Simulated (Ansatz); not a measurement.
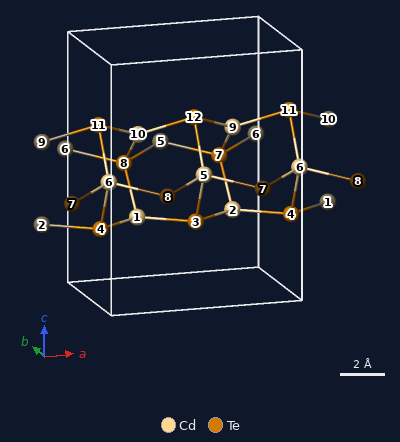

*The input geometry (ball-and-stick view of the cell of the calculation, with the vacuum cut short, seen slightly off an axis; neighbours outside the cell are drawn fainter; atoms are numbered from 1 in the order of the input). An atom can appear more than once, as a periodic image.*

**Run report: CdTe, single-point calculation (part 1 of 2)**

System: CdTe (slab, 12 atoms in the cell).
Method: DFT PBE+D3(BJ), scalar-relativistic, plane waves, PAW, no spin polarisation (Ansatz 0.2.0).

The structure derives from an entry of the Crystallography Open Database. It belongs to a series of runs on one base structure; here: the slab at its places in the relaxed adsorbed structure. Figures and captions count atoms from 1; the log counts them from 0 in places.

**Input file**
```yaml
crystal:
  lattice:
    - [9.2158675158, 0.0, 0.0]
    - [0.0, 6.516602415, 0.0]
    - [0.0, 0.0, 24.1778337579]
  atoms:
    - { symbol: Cd, position: [0.25, 0.5, 0.3308815868] }
    - { symbol: Cd, position: [0.75, 0.5, 0.3308815868] }
    - { symbol: Te, position: [0.5, 0.25, 0.3308815868] }
    - { symbol: Te, position: [0.0, 0.25, 0.3308815868] }
    - { symbol: Cd, position: [0.4992749845, 0.0554395484, 0.4357364917] }
    - { symbol: Cd, position: [-3.23167e-05, 0.0556103685, 0.4357431065] }
    - { symbol: Te, position: [0.7496482013, 0.8011600682, 0.4173103518] }
    - { symbol: Te, position: [0.2496563423, 0.8011861773, 0.4169564982] }
    - { symbol: Cd, position: [0.7466117261, 0.4814715058, 0.4941304765] }
    - { symbol: Cd, position: [0.2507055575, 0.4828753369, 0.4943900267] }
    - { symbol: Te, position: [-0.0011846389, 0.2877447236, 0.5327386035] }
    - { symbol: Te, position: [0.498960716, 0.2820373148, 0.533655324] }
basis:
  ecutwfc: 420
kpoints:
  mp_grid: { grid: [2, 3, 1] }
hamiltonian:
  xc: pbe
  dispersion: d3bj
scf:
  occupations: { method: gaussian, width: 0.05 }
output:
  forces: true
  eigenvalues: true
  write_density: true
  volumetric_format: npy
efield:
  axis: 3
  dipole_correction: true
  ramp_width: 0.04
```

Command:
```bash
ansatz run input.yaml --threads 4 --pin off --max-ram 10240MiB --backend cpu --events-out ev --progress --plain --runs-dir out
```

**Output**
```
Engine: ansatz 0.2.0, x86_64-unknown-linux-gnu
Pseudopotentials: kind: paw
Pseudopotential: Cd, paw, valence charge 20, recommended cutoff 420 eV (normal), Cd.paw.azcp
Pseudopotential: Te, paw, valence charge 16, recommended cutoff 420 eV (normal), Te.paw.azcp
Functional definition: PBE
  parameter kappa = 0.804
  parameter beta = 0.06672455060314922
  exchange = pbe_x(kappa = kappa, mu = beta*pi^2/3)
  correlation = pbe_c(beta = beta)
Crystal: 12 atoms, lattice volume = 1452.027 Å³
Basis set: ecut = 420 eV, 28415 PW (Γ), exchange–correlation on 128×90×324 points (8 copies of the dense FFT grid, shifted against one another)
Bands: 130, of which v1, the nominal top of the filled ones, is band 108 counted from 1 (107 counted from 0)
Symmetry: 1 space group operations
Space group: P1 (ITA 1), of the structure as read, at distance tolerance 1.1e-4 Å
k-points: 4 of 6 (time reversal used)
Non-local potential: Cd, projectors of the file, l = 0: 3, l = 1: 2, l = 2: 2, l = 3: 1
Non-local potential: Te, projectors of the file, l = 0: 2, l = 1: 2, l = 2: 2, l = 3: 2
PAW form: soft (Blöchl's): semilocal exchange-correlation on the pseudo side does not see the compensation charge
PAW one-centre angular grid: Cd, 590 points (default); XC on 64 Gauss nodes
PAW one-centre angular grid: Te, 590 points (default); XC on 64 Gauss nodes
Initial density: superposition of atomic densities (neutral atoms: chi_scale 0, normalization atom), corrected by the library's trained network
Initial wavefunctions: pseudopotential atomic-orbital guess
Functional: x = pbe(κ = 0.804, μ = 0.2195149727645171), c = pbe(β = 0.06672455060314922)
SCF iter   1: F=—  HF=-91412.470573 eV  |F-HF|=—  |Δ(HF+E_count)|=         —  Δρ=7.87e-4  dr2=4.12e-2  ethr=1.77e-3  p=-0.134 e·Å  D=-1.68e-2 V/Å  ΔV_dip=0.41 eV  dr2_dipole=3.10e-3  V_vac-E_F(+/−)=4.65/4.24 eV  ⟨swp⟩=9.5  Hψ=2420  notcnv=0  defer=31
efield: sawtooth ramp at fractional position 0.9123 (placed from the atoms, in the widest stretch of the axis that holds none; the zero of the levels goes with the place), width 0.0400; the density the first Hamiltonian is built on has a dipole p = -0.134 e·Å; the dipole correction subtracts the counter field D = -1.68e-2 V/Å, which shifts the + side's vacuum level by +0.41 eV against the − side's; the planar-averaged density in the ramp window peaks in size at 2.2e-6 e/Å³
preconditioner: auto → Resta (q_TF=auto, 1.986 Å⁻¹)  ε∞=1.9  [insulator: Δε(μ)=1.143 eV  Ē_g=10.445 eV  σ=0.050 eV  W_gap=1.00  n_scr=186 (ndim 8)  ℏωp=10.1 eV  f_vac=0.692  D(μ)=0.00/eV (n_scr^D=0)  ε∞_Penn≈1.9  vacuum switching on, ρ_ref=7.9e-3 e/Å³]
SCF iter   2: F=—  HF=-91412.470849 eV  |F-HF|=—  |Δ(HF+E_count)|=   2.76e-4  Δρ=4.18e-4  dr2=1.37e-2  ethr=1.91e-5  p=-0.077 e·Å  D=-9.58e-3 V/Å  ΔV_dip=0.23 eV  dr2_dipole=3.39e-3  V_vac-E_F(+/−)=4.60/4.37 eV  ⟨swp⟩=3.0  Hψ=883  notcnv=0  defer=56
SCF iter   3: F=—  HF=-91412.469454 eV  |F-HF|=—  |Δ(HF+E_count)|=   1.40e-3  Δρ=2.45e-4  dr2=2.62e-3  ethr=6.35e-6  p=-0.122 e·Å  D=-1.53e-2 V/Å  ΔV_dip=0.37 eV  dr2_dipole=4.16e-4  V_vac-E_F(+/−)=4.66/4.29 eV  ⟨swp⟩=2.0  Hψ=529  notcnv=0  defer=56
SCF iter   4: F=—  HF=-91412.469988 eV  |F-HF|=—  |Δ(HF+E_count)|=   5.34e-4  Δρ=1.16e-4  dr2=6.50e-4  ethr=1.21e-6  p=-0.110 e·Å  D=-1.37e-2 V/Å  ΔV_dip=0.33 eV  dr2_dipole=3.17e-5  V_vac-E_F(+/−)=4.63/4.30 eV  ⟨swp⟩=2.0  Hψ=671  notcnv=0  defer=56
SCF iter   5: F=—  HF=-91412.470160 eV  |F-HF|=—  |Δ(HF+E_count)|=   1.72e-4  Δρ=4.87e-5  dr2=5.37e-5  ethr=3.01e-7  p=-0.114 e·Å  D=-1.42e-2 V/Å  ΔV_dip=0.34 eV  dr2_dipole=5.95e-8  V_vac-E_F(+/−)=4.64/4.29 eV  ⟨swp⟩=2.0  Hψ=536  notcnv=0  defer=56
SCF iter   6: F=—  HF=-91412.470412 eV  |F-HF|=—  |Δ(HF+E_count)|=   2.52e-4  Δρ=1.57e-5  dr2=5.54e-6  ethr=2.49e-8  p=-0.115 e·Å  D=-1.43e-2 V/Å  ΔV_dip=0.35 eV  dr2_dipole=1.02e-8  V_vac-E_F(+/−)=4.64/4.29 eV  ⟨swp⟩=2.0  Hψ=736  notcnv=0  defer=56
SCF iter   7: F=—  HF=-91412.470417 eV  |F-HF|=—  |Δ(HF+E_count)|=   5.06e-6  Δρ=5.62e-6  dr2=6.49e-7  ethr=2.56e-9  p=-0.115 e·Å  D=-1.43e-2 V/Å  ΔV_dip=0.35 eV  dr2_dipole=9.22e-11  V_vac-E_F(+/−)=4.64/4.29 eV  ⟨swp⟩=2.0  Hψ=800  notcnv=0  defer=56
SCF iter   8: F=-91412.470418 eV  HF=-91412.470418 eV  |F-HF|=3.23e-8  |Δ(HF+E_count)|=   1.13e-6  Δρ=2.04e-6  dr2=9.73e-8  ethr=4.63e-11  p=-0.115 e·Å  D=-1.43e-2 V/Å  ΔV_dip=0.35 eV  dr2_dipole=2.04e-10  V_vac-E_F(+/−)=4.63/4.29 eV  ⟨swp⟩=18.2  Hψ=3128  notcnv=0
SCF 1 converged in 8 iterations: F = -91412.470418 eV  dr2 = 9.73e-8
  greatest PAW one-centre occupation: 1.000 electrons in one spin orbital (limit 2), on the Cd atom at site 8 (counted from 0), in its partial waves of l = 0
```

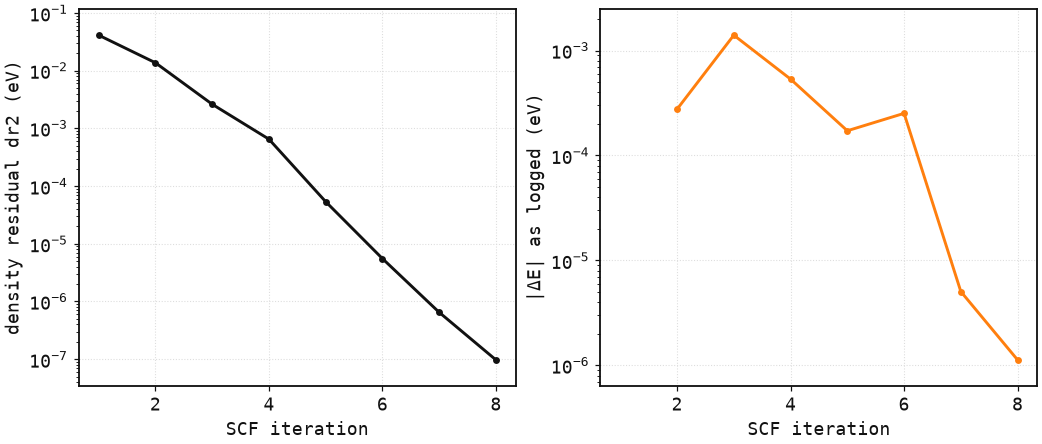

*Convergence of the self-consistent field: density residual dr2 and size of the energy change against the SCF iteration.*

The residual falls at every step.

```
SCF converged after 8 iterations
Free energy (F): -91412.470418 eV
Harris-Foulkes:  -91412.470418 eV  (|F-HF|=3.23e-8)
Internal energy: -91412.470418 eV  (E = F + TS)
E sigma→0 (E₀):  -91412.470418 eV
Fermi energy:    -0.957702 eV
Dipole field:    D = -0.014295 V/Å  (p = -0.114705 e·Å, saw-weighted, corrected)
Work function:   Φ+ = 4.6349 eV   Φ− = 4.2893 eV
Levels:          The Fermi level and band energies are counted from a zero that moves with the ramp; work functions are not
--- Per-component energies (eV) ---
  E_band       = -6650.585155
  E_kinetic    = 4106.988099
  E_local      = -186799.150445  (includes V_loc(G=0)·N_el)
  E_nonlocal   = -1661.652174
  E_hartree    = 92587.654976
  E_xc         = -1801.168105
  E_vxc        = -1947.380508  (∫ρ·V_xc dr)
  E_paw        = -52475.187303  (= ΣΔE_a)
  E_vpaw       = -5524.062601  (= ΣTr[D̂ρ^β])
  E_aug_tail   = -0.001015  (compensation charges beyond the density's cutoff)
  E_efield     = 0.000820  (sawtooth field / dipole correction)
  E_vefield    = -0.667440  (∫n·V_field dr)
  E_ewald      = 54632.720413
  E_disp       = -2.675684  (pairwise vdW)
  E_smearing   = -0.000000  (= −TS)
  E_closure    = 0.000000  (closes the sum)
  Σ components = -91412.470418   (vs F -91412.470418, Δ=0.00e0)
--- Forces (eV/Å), atoms counted from 1 ---
  atom   1  Cd    -0.00111601    -0.40814237     0.57855754
  atom   2  Cd     0.00305623    -0.39238625     0.59398963
  atom   3  Te    -0.00226134     0.39609136    -0.59166280
  atom   4  Te    -0.00263682     0.39391325    -0.60778838
  atom   5  Cd     0.01066052     0.00539228    -0.02717365
  atom   6  Cd    -0.01015161     0.02107555     0.00163057
  atom   7  Te    -0.01054505     0.02041511    -0.00680616
  atom   8  Te     0.00634821     0.01535949     0.02306610
  atom   9  Cd     0.04206745    -0.02639047    -0.01320586
  atom  10  Cd    -0.02475811    -0.04127758    -0.02054232
  atom  11  Te     0.00846499    -0.00741352     0.03967001
  atom  12  Te    -0.01912881     0.02343900     0.03024043
  max |Σ_I F_I| component: 7.58e-5 eV/Å
--- Band table (eV) ---
  k-point 0: bands = ["-103.7285", "-103.7253", "-103.6761", "-103.6742", "-103.5421", "-103.5322", "-64.8589", "-64.8557", "-64.8088", "-64.8066", "-64.7680", "-64.7644", "-64.7446", "-64.7415", "-64.7132", "-64.7114", "-64.6899", "-64.6881", "-64.6195", "-64.6106", "-64.6002", "-64.5919", "-64.5900", "-64.5814", "-37.6143", "-37.6086", "-37.6044", "-37.5988", "-37.5859", "-37.5762", "-37.5663", "-37.5655", "-37.5564", "-37.5555", "-37.3207", "-37.3114", "-37.2873", "-37.2786", "-37.2692", "-37.2660", "-37.2610", "-37.2387", "-37.2178", "-37.2109", "-37.2088", "-37.2082", "-37.2025", "-37.2020", "-37.1212", "-37.1176", "-37.1140", "-37.1104", "-37.0895", "-37.0819", "-12.3819", "-12.1705", "-11.9136", "-11.8366", "-11.7592", "-11.6757", "-9.7566", "-9.7357", "-9.7314", "-9.7208", "-9.7033", "-9.6985", "-9.6713", "-9.6510", "-9.6390", "-9.6167", "-9.6160", "-9.5961", "-9.5951", "-9.5938", "-9.5913", "-9.5821", "-9.5809", "-9.5620", "-9.5436", "-9.5007", "-9.4899", "-9.4516", "-9.4482", "-9.4304", "-9.4123", "-9.2736", "-9.1890", "-9.1517", "-9.0924", "-9.0875", "-5.3644", "-5.2521", "-5.1934", "-5.1266", "-4.3917", "-3.8249", "-3.7599", "-3.2858", "-2.9714", "-2.9450", "-2.9311", "-2.8329", "-2.7009", "-2.2314", "-2.0985", "-2.0966", "-2.0394", "-1.5415", "-0.3739", "0.2678", "0.7893", "0.8274", "1.2965", "1.3548", "1.5789", "1.6805", "2.3007", "2.3583", "2.7974", "2.9879", "3.1135", "3.3103", "3.4321", "3.5833", "3.6807", "3.7141", "3.9234", "3.9514", "4.1188", "4.7012"]
```
